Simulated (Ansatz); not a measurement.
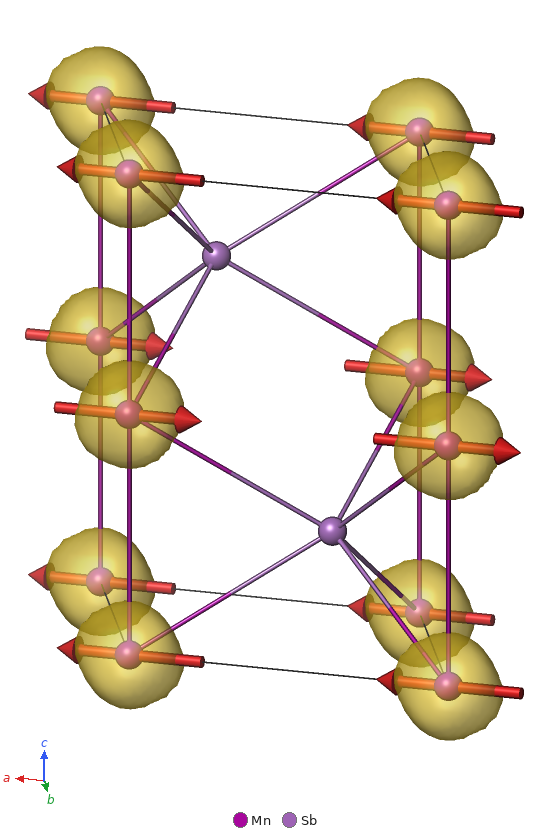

Figure. MnSb. Isosurface of the size of the magnetisation density at 0.8 e/Å³ (yellow), with the spin moments of the magnetic sites as arrows; seen at an oblique angle.

Space group P6₃/mmc.

The calculation used Ansatz 0.2.0, DFT, PBE, PAW with Ansatz's default frozen-core files, fully relativistic files with spin-orbit coupling.

The density is the valence pseudo-density of a PAW calculation; it isn't the true density close to the nuclei.

```
Mn Sb
1.0
     4.15000    0.00000    0.00000
    -2.07500    3.59401    0.00000
     0.00000    0.00000    5.78000
Mn Sb
2 2
Direct
  0.00000 0.00000 0.00000
  0.00000 0.00000 0.50000
  0.33333 0.66667 0.25000
  0.66667 0.33333 0.75000
```

### How are the spin moments arranged, and how large are they?

Spin moments: Mn 3.1 μB. They are collinear, and cancel (antiferromagnetic), along [1 0 0] of the cell.
